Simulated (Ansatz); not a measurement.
# Geometry relaxation, with input and output: Sn$_{16}$HSe$_{16}$ (charge −1) (part 1 of 4)

- system: Sn$_{16}$HSe$_{16}$ (defect cell, 33 atoms in the cell, total charge −1)
- method: DFT PBE, scalar-relativistic, plane waves, PAW, no spin polarisation (Ansatz 0.2.0)

The structure derives from a Materials Project entry. It belongs to a series of runs on one base structure; here: H interstitial, charge -1, atoms relaxed at the host's cell.

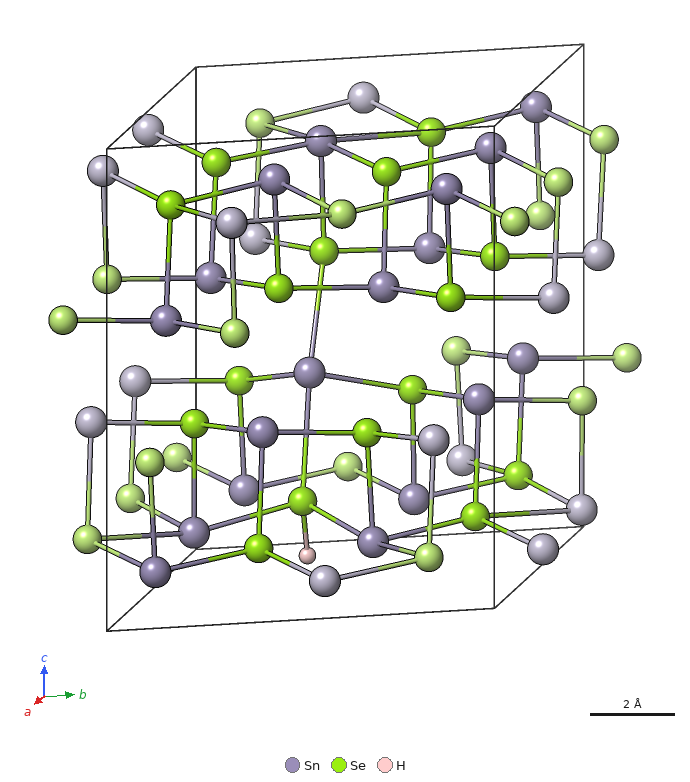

Fig. 1: The starting structure (ball-and-stick view of the cell of the calculation, seen slightly off an axis; neighbours outside the cell are drawn fainter). An atom can appear more than once, as a periodic image.

The input:
```yaml
crystal:
  lattice:
    - [0.0, 0.0, 9.1345599389]
    - [0.0, 8.4107882856, -4.5672799694]
    - [-11.7847581039, 0.0, 0.0]
  atoms:
    - { symbol: Sn, position: [0.3590391827, 0.3756141143, 0.4096497289] }
    - { symbol: Sn, position: [0.884439262, 0.3755765652, 0.3752207667] }
    - { symbol: Sn, position: [0.6371372469, 0.8763964463, 0.3777730858] }
    - { symbol: Sn, position: [0.1364984078, 0.8748233975, 0.3777556145] }
    - { symbol: Sn, position: [0.5199111371, 0.1144201295, 0.1174755001] }
    - { symbol: Sn, position: [0.012874714, 0.1284025755, 0.1186656392] }
    - { symbol: Sn, position: [0.7810449017, 0.6367409785, 0.1175084941] }
    - { symbol: Sn, position: [0.2600439167, 0.6227570849, 0.1186439322] }
    - { symbol: Sn, position: [0.3729372368, 0.123683193, 0.6203526156] }
    - { symbol: Sn, position: [0.8648323005, 0.1216245116, 0.615120776] }
    - { symbol: Sn, position: [0.6247960421, 0.6275536429, 0.6203903553] }
    - { symbol: Sn, position: [0.1187902642, 0.6295391099, 0.6151032108] }
    - { symbol: Sn, position: [0.2374066819, 0.3769091213, 0.8691636944] }
    - { symbol: Sn, position: [0.7513259876, 0.3746410658, 0.8766818677] }
    - { symbol: Sn, position: [0.4981435625, 0.8746086584, 0.8753527835] }
    - { symbol: Sn, position: [0.9992466638, 0.8765698209, 0.8753883511] }
    - { symbol: Se, position: [0.3274370873, 0.1279847994, 0.8517681864] }
    - { symbol: Se, position: [0.8304939993, 0.1260929479, 0.8491314724] }
    - { symbol: Se, position: [0.5720466616, 0.6231128014, 0.8504784619] }
    - { symbol: Se, position: [0.0801018278, 0.625094927, 0.8491379392] }
    - { symbol: Se, position: [0.5559743889, 0.1242223016, 0.3492791272] }
    - { symbol: Se, position: [0.0503266571, 0.1230049148, 0.352654486] }
    - { symbol: Se, position: [0.8074729114, 0.6270332966, 0.3492825937] }
    - { symbol: Se, position: [0.3028475109, 0.6281699729, 0.3526673184] }
    - { symbol: Se, position: [0.1967546165, 0.3755840276, 0.6338669377] }
    - { symbol: Se, position: [0.702822609, 0.3756298227, 0.6430167397] }
    - { symbol: Se, position: [0.4514441706, 0.8746867402, 0.6426785889] }
    - { symbol: Se, position: [0.9523401575, 0.8765019871, 0.6427272345] }
    - { symbol: Se, position: [0.4546346511, 0.3794191802, 0.1591126395] }
    - { symbol: Se, position: [0.929891083, 0.3755829291, 0.142048047] }
    - { symbol: Se, position: [0.6865057066, 0.8780441055, 0.1431203751] }
    - { symbol: Se, position: [0.1841157713, 0.8731639577, 0.1430956303] }
    - { symbol: H, position: [0.3922652064, 0.3778101634, 1.0357909725] }
  host:
    lattice:
      - [11.7847581039, 0.0, 0.0]
      - [0.0, 4.2053941428, 0.0]
      - [0.0, 0.0, 4.5672799694]
    atoms:
      - { symbol: Sn, position: [0.6211841732, 0.75, 0.3836029445] }
      - { symbol: Sn, position: [0.8788158268, 0.25, 0.8836029445] }
      - { symbol: Sn, position: [0.3788158268, 0.25, 0.6163970555] }
      - { symbol: Sn, position: [0.1211841732, 0.75, 0.1163970555] }
      - { symbol: Se, position: [0.1451509857, 0.25, 0.5239132367] }
      - { symbol: Se, position: [0.6451509857, 0.25, 0.9760867633] }
      - { symbol: Se, position: [0.3548490143, 0.75, 0.0239132367] }
      - { symbol: Se, position: [0.8548490143, 0.75, 0.4760867633] }
total_charge: -1
basis:
  ecutwfc: 420
  xc_grid: 2
kpoints:
  mp_grid: { grid: [2, 2, 2], shift: [0.0, 0.0, 0.0] }
hamiltonian:
  xc: pbe
scf:
  occupations: { method: gaussian, width: 0.01 }
output:
  forces: true
  stress: false
  eigenvalues: true
  charged_corrections:
    defect_position: [0.5125, 0.375, 0.95833333]
    epsilon: [[28.5818, 0.0, 0.0], [0.0, 47.4262, 0.0], [0.0, 0.0, 32.8783]]
  write_density: true
  write_potential: true
  elf: true
  volumetric_format: npy
relax:
  adjacent_minimum: "off"
  f_tol: 0.025
  max_steps: 45
```

Run on 4 threads of Intel Xeon (Granite Rapids), 192 GiB of memory available, shared host.

Launched with:
```bash
ansatz run input.yaml --threads 4 --pin off --max-ram 10240MiB --backend cpu --events-out ev --progress --plain --runs-dir out
```

The program's output:
```
Engine: ansatz 0.2.0, x86_64-unknown-linux-gnu
Pseudopotentials: kind: paw
Pseudopotential: Sn, paw, valence charge 14, recommended cutoff 420 eV (normal), Sn.paw.azcp
Pseudopotential: Se, paw, valence charge 16, recommended cutoff 420 eV (normal), Se.paw.azcp
Pseudopotential: H, paw, valence charge 1, recommended cutoff 420 eV (normal), H.paw.azcp
Functional definition: PBE
  parameter kappa = 0.804
  parameter beta = 0.06672455060314922
  exchange = pbe_x(kappa = kappa, mu = beta*pi^2/3)
  correlation = pbe_c(beta = beta)
Crystal: 33 atoms, lattice volume = 905.409 Å³
Basis set: ecut = 420 eV, 17673 PW (Γ), exchange–correlation on 128×128×160 points (8 copies of the dense FFT grid, shifted against one another)
Bands: 290, of which v1, the nominal top of the filled ones, is band 241 counted from 1 (240 counted from 0)
Symmetry: 1 space group operations
Space group: P1 (ITA 1), of the structure as read, at distance tolerance 9.7e-5 Å
k-points: 8
Non-local potential: Sn, projectors of the file, l = 0: 2, l = 1: 2, l = 2: 2, l = 3: 2
Non-local potential: Se, projectors of the file, l = 0: 2, l = 1: 2, l = 2: 3, l = 3: 1
Non-local potential: H, projectors of the file, l = 0: 2, l = 1: 1
PAW form: soft (Blöchl's): semilocal exchange-correlation on the pseudo side does not see the compensation charge
PAW one-centre angular grid: Sn, 590 points (default); XC on 64 Gauss nodes
PAW one-centre angular grid: Se, 590 points (default); XC on 64 Gauss nodes
PAW one-centre angular grid: H, 110 points (default); XC on 64 Gauss nodes
Initial density: superposition of atomic densities (neutral atoms scaled as one to the charged cell's electrons: chi_scale 0, normalization atom), corrected by the library's trained network
Initial wavefunctions: pseudopotential atomic-orbital guess
Functional: x = pbe(κ = 0.804, μ = 0.2195149727645171), c = pbe(β = 0.06672455060314922)
SCF iter   1: F=—  HF=-183912.465137 eV  |F-HF|=—  |Δ(HF+E_count)|=         —  Δρ=6.20e-3  dr2=7.24e-1  ethr=1.77e-3  ⟨swp⟩=6.1  Hψ=8608  notcnv=0  defer=27
preconditioner: auto → Resta (q_TF=auto, 2.456 Å⁻¹)  ε∞=4.3  [insulator: Δε(μ)=0.026 eV  Ē_g=8.597 eV  σ=0.010 eV  W_gap=0.93  n_scr=224 (ndim 8)  ℏωp=15.7 eV  f_vac=0.005  D(μ)=6.19/eV (n_scr^D=22)  ε∞_Penn≈4.3]
SCF iter   2: F=—  HF=-183912.252165 eV  |F-HF|=—  |Δ(HF+E_count)|=   2.13e-1  Δρ=3.06e-3  dr2=1.07e-1  ethr=1.50e-4  ⟨swp⟩=2.0  Hψ=2797  notcnv=0  defer=329
SCF iter   3: F=—  HF=-183912.209897 eV  |F-HF|=—  |Δ(HF+E_count)|=   4.23e-2  Δρ=1.06e-3  dr2=1.42e-2  ethr=2.22e-5  ⟨swp⟩=2.9  Hψ=3353  notcnv=0  defer=329
SCF iter   4: F=—  HF=-183912.206412 eV  |F-HF|=—  |Δ(HF+E_count)|=   3.48e-3  Δρ=3.66e-4  dr2=2.20e-3  ethr=2.95e-6  ⟨swp⟩=2.0  Hψ=3980  notcnv=0  defer=329
SCF iter   5: F=—  HF=-183912.206246 eV  |F-HF|=—  |Δ(HF+E_count)|=   1.66e-4  Δρ=1.09e-4  dr2=4.38e-4  ethr=4.57e-7  ⟨swp⟩=2.0  Hψ=3866  notcnv=0  defer=329
SCF iter   6: F=—  HF=-183912.206220 eV  |F-HF|=—  |Δ(HF+E_count)|=   2.57e-5  Δρ=5.20e-5  dr2=2.85e-5  ethr=9.08e-8  ⟨swp⟩=2.0  Hψ=3925  notcnv=0  defer=329
SCF iter   7: F=-183912.206232 eV  HF=-183912.206235 eV  |F-HF|=3.09e-6  |Δ(HF+E_count)|=   1.47e-5  Δρ=1.81e-5  dr2=3.69e-6  ethr=3.24e-9  ⟨swp⟩=17.0  Hψ=25014  notcnv=0
SCF 1 converged in 7 iterations: F = -183912.206232 eV  dr2 = 3.69e-6
  greatest PAW one-centre occupation: 1.000 electrons in one spin orbital (limit 2), on the Se atom at site 28 (counted from 0), in its partial waves of l = 2
relax step   1: F+E_penalty+E_count = -183912.20623184 eV  Δ(F+E_penalty+E_count) = +0.000e0 eV  max|allowed force component| = 2.446e-1 eV/Å  Δτ_max = 0.0000 Å  (7 SCF iters, dr2 threshold 1.56e-5 eV, accepted)
Initial density: handed on by an earlier stage of this run
Initial wavefunctions: those handed on with the density
iter 1 solved again at ethr=2.48e-5 eV; its pass at ethr=3.10e-3 eV (dr2=1.20e-1 eV) is discarded
SCF iter   1: F=—  HF=-183912.254923 eV  |F-HF|=—  |Δ(HF+E_count)|=         —  Δρ=3.95e-3  dr2=1.20e-1  ethr=2.48e-5  ⟨swp⟩=2.0  Hψ=7285  notcnv=0  defer=323
preconditioner: auto → Resta (q_TF=auto, 2.456 Å⁻¹)  ε∞=4.3  [insulator: Δε(μ)=0.014 eV  Ē_g=8.591 eV  σ=0.010 eV  W_gap=0.65  n_scr=224 (ndim 8)  ℏωp=15.7 eV  f_vac=0.004  D(μ)=27.36/eV (n_scr^D=204)  ε∞_Penn≈4.3]
SCF iter   2: F=—  HF=-183912.223306 eV  |F-HF|=—  |Δ(HF+E_count)|=   3.16e-2  Δρ=1.86e-3  dr2=2.14e-2  ethr=2.48e-5  ⟨swp⟩=2.6  Hψ=3999  notcnv=0  defer=323
SCF iter   3: F=—  HF=-183912.218698 eV  |F-HF|=—  |Δ(HF+E_count)|=   4.61e-3  Δρ=3.56e-4  dr2=1.68e-3  ethr=4.45e-6  ⟨swp⟩=2.6  Hψ=4000  notcnv=0  defer=323
SCF iter   4: F=—  HF=-183912.219152 eV  |F-HF|=—  |Δ(HF+E_count)|=   4.54e-4  Δρ=1.49e-4  dr2=5.81e-4  ethr=3.49e-7  ⟨swp⟩=2.0  Hψ=4030  notcnv=0  defer=323
SCF iter   5: F=—  HF=-183912.219132 eV  |F-HF|=—  |Δ(HF+E_count)|=   1.99e-5  Δρ=4.62e-5  dr2=7.55e-5  ethr=1.21e-7  ⟨swp⟩=2.0  Hψ=3920  notcnv=0  defer=323
SCF iter   6: F=—  HF=-183912.219129 eV  |F-HF|=—  |Δ(HF+E_count)|=   3.36e-6  Δρ=1.76e-5  dr2=5.74e-6  ethr=1.57e-8  ⟨swp⟩=2.1  Hψ=2633  notcnv=0  defer=323
SCF iter   7: F=-183912.219130 eV  HF=-183912.219131 eV  |F-HF|=6.97e-7  |Δ(HF+E_count)|=   2.35e-6  Δρ=8.38e-6  dr2=1.36e-6  ethr=7.76e-10  ⟨swp⟩=17.0  Hψ=21769  notcnv=0
SCF 2 converged in 7 iterations: F = -183912.219130 eV  dr2 = 1.36e-6
[... from here on the iterations of each SCF are left out, up to the last one ...]
relax step   2: F+E_penalty+E_count = -183912.21913040 eV  Δ(F+E_penalty+E_count) = -1.290e-2 eV  max|allowed force component| = 2.157e-1 eV/Å  Δτ_max = 0.1237 Å  (7 SCF iters, dr2 threshold 3.74e-6 eV, accepted)
preconditioner: auto → Kerker (q_TF=auto, 2.456 Å⁻¹)  [metal: Δε(μ)=0.006 eV  Ē_g=8.605 eV  σ=0.010 eV  W_gap=0.34  n_scr=224 (ndim 8)  ℏωp=15.7 eV  f_vac=0.003  D(μ)=33.91/eV (n_scr^D=264)]
SCF 3 converged in 7 iterations: F = -183912.245774 eV  dr2 = 2.71e-6
relax step   3: F+E_penalty+E_count = -183912.24577368 eV  Δ(F+E_penalty+E_count) = -2.664e-2 eV  max|allowed force component| = 1.114e-1 eV/Å  Δτ_max = 0.0484 Å  (7 SCF iters, dr2 threshold 2.91e-6 eV, accepted)
preconditioner: auto → Resta (q_TF=auto, 2.456 Å⁻¹)  ε∞=4.3  [insulator: Δε(μ)=0.090 eV  Ē_g=8.606 eV  σ=0.010 eV  W_gap=0.56  n_scr=224 (ndim 8)  ℏωp=15.7 eV  f_vac=0.003  D(μ)=37.61/eV (n_scr^D=302)  ε∞_Penn≈4.3]
SCF 4 converged in 5 iterations: F = -183912.247250 eV  dr2 = 1.43e-6
relax step   4: F+E_penalty+E_count = -183912.24724965 eV  Δ(F+E_penalty+E_count) = -1.476e-3 eV  max|allowed force component| = 7.257e-2 eV/Å  Δτ_max = 0.0131 Å  (5 SCF iters, dr2 threshold 3.31e-6 eV, accepted)
preconditioner: auto → Kerker (q_TF=auto, 2.456 Å⁻¹)  [metal: Δε(μ)=0.003 eV  Ē_g=8.603 eV  σ=0.010 eV  W_gap=0.19  n_scr=224 (ndim 8)  ℏωp=15.7 eV  f_vac=0.003  D(μ)=30.16/eV (n_scr^D=224)]
SCF 5 converged in 8 iterations: F = -183912.245402 eV  dr2 = 2.68e-7
relax step   5: F+E_penalty+E_count = -183912.24540183 eV  Δ(F+E_penalty+E_count) = +1.848e-3 eV  max|allowed force component| = 1.418e-1 eV/Å  Δτ_max = 0.0570 Å  (8 SCF iters, dr2 threshold 1.41e-6 eV, rejected (line search))
preconditioner: auto → Resta (q_TF=auto, 2.456 Å⁻¹)  ε∞=4.3  [insulator: Δε(μ)=0.098 eV  Ē_g=8.605 eV  σ=0.010 eV  W_gap=0.53  n_scr=224 (ndim 8)  ℏωp=15.7 eV  f_vac=0.003  D(μ)=35.25/eV (n_scr^D=288)  ε∞_Penn≈4.3]
SCF 6 converged in 7 iterations: F = -183912.249483 eV  dr2 = 4.43e-8
relax step   6: F+E_penalty+E_count = -183912.24948282 eV  Δ(F+E_penalty+E_count) = -2.233e-3 eV  max|allowed force component| = 3.440e-2 eV/Å  Δτ_max = 0.0256 Å  (7 SCF iters, accepted)
preconditioner: auto → Kerker (q_TF=auto, 2.456 Å⁻¹)  [metal: Δε(μ)=0.003 eV  Ē_g=8.600 eV  σ=0.010 eV  W_gap=0.14  n_scr=224 (ndim 8)  ℏωp=15.7 eV  f_vac=0.003  D(μ)=27.79/eV (n_scr^D=216)]
SCF 7 converged in 8 iterations: F = -183912.250190 eV  dr2 = 1.98e-8
relax step   7: F+E_penalty+E_count = -183912.25019010 eV  Δ(F+E_penalty+E_count) = -7.073e-4 eV  max|allowed force component| = 3.474e-2 eV/Å  Δτ_max = 0.0241 Å  (8 SCF iters, accepted)
preconditioner: auto → Kerker (q_TF=auto, 2.456 Å⁻¹)  [metal: Δε(μ)=0.001 eV  Ē_g=8.605 eV  σ=0.010 eV  W_gap=0.04  n_scr=224 (ndim 8)  ℏωp=15.7 eV  f_vac=0.003  D(μ)=28.17/eV (n_scr^D=216)]
SCF 8 converged in 9 iterations: F = -183912.242622 eV  dr2 = 6.38e-8
relax step   8: F+E_penalty+E_count = -183912.24262177 eV  Δ(F+E_penalty+E_count) = +7.568e-3 eV  max|allowed force component| = 7.251e-2 eV/Å  Δτ_max = 0.0626 Å  (9 SCF iters, rejected (line search))
SCF iter   1: F=—  HF=-183912.252924 eV  |F-HF|=—  |Δ(HF+E_count)|=         —  Δρ=1.13e-3  dr2=9.08e-3  ethr=1.90e-5  ⟨swp⟩=4.8  Hψ=4859  notcnv=0  defer=333
preconditioner: auto → Kerker (q_TF=auto, 2.456 Å⁻¹)  [metal: Δε(μ)=0.003 eV  Ē_g=8.604 eV  σ=0.010 eV  W_gap=0.16  n_scr=224 (ndim 8)  ℏωp=15.7 eV  f_vac=0.003  D(μ)=27.64/eV (n_scr^D=208)]
SCF iter   2: F=—  HF=-183912.251246 eV  |F-HF|=—  |Δ(HF+E_count)|=   1.68e-3  Δρ=6.12e-4  dr2=2.99e-3  ethr=1.88e-6  ⟨swp⟩=2.0  Hψ=4019  notcnv=0  defer=333
SCF iter   3: F=—  HF=-183912.250725 eV  |F-HF|=—  |Δ(HF+E_count)|=   5.21e-4  Δρ=9.90e-5  dr2=1.95e-4  ethr=6.20e-7  ⟨swp⟩=2.0  Hψ=3974  notcnv=0  defer=333
SCF iter   4: F=—  HF=-183912.250711 eV  |F-HF|=—  |Δ(HF+E_count)|=   1.35e-5  Δρ=3.73e-5  dr2=3.65e-5  ethr=4.04e-8  ⟨swp⟩=2.0  Hψ=3916  notcnv=0  defer=333
SCF iter   5: F=—  HF=-183912.250944 eV  |F-HF|=—  |Δ(HF+E_count)|=   2.33e-4  Δρ=1.70e-5  dr2=1.08e-5  ethr=7.58e-9  ⟨swp⟩=2.0  Hψ=3916  notcnv=0  defer=333
SCF iter   6: F=—  HF=-183912.250943 eV  |F-HF|=—  |Δ(HF+E_count)|=   6.02e-7  Δρ=9.86e-6  dr2=3.04e-6  ethr=2.24e-9  ⟨swp⟩=2.0  Hψ=3916  notcnv=0  defer=333
SCF iter   7: F=—  HF=-183912.250943 eV  |F-HF|=—  |Δ(HF+E_count)|=   2.28e-7  Δρ=3.53e-6  dr2=4.93e-7  ethr=6.30e-10  ⟨swp⟩=2.0  Hψ=3916  notcnv=0  defer=333
SCF iter   8: F=-183912.250943 eV  HF=-183912.250943 eV  |F-HF|=7.61e-8  |Δ(HF+E_count)|=   2.65e-8  Δρ=1.18e-6  dr2=9.79e-8  ethr=2.07e-11  ⟨swp⟩=15.0  Hψ=17050  notcnv=0
SCF 9 converged in 8 iterations: F = -183912.250943 eV  dr2 = 9.79e-8
relax step   9: F+E_penalty+E_count = -183912.25094310 eV  Δ(F+E_penalty+E_count) = -7.530e-4 eV  max|allowed force component| = 5.778e-3 eV/Å  Δτ_max = 0.0133 Å  (8 SCF iters, accepted)
```

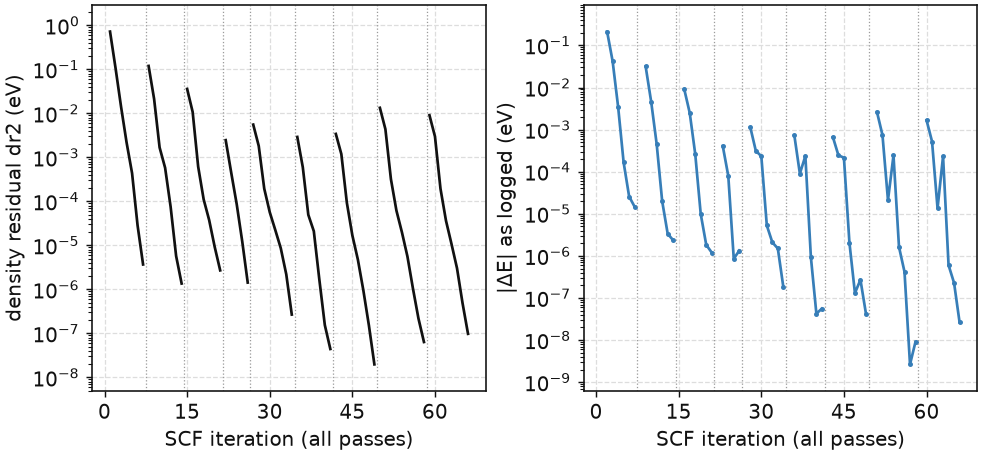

Fig. 2: Convergence of the self-consistent field: density residual dr2 and size of the energy change against the SCF iteration. The dotted lines part the SCF passes of the relaxation: geometry steps, rejected trials and re-solves on a re-selected basis. The 9 passes take 5 to 9 iterations each, 66 in all.
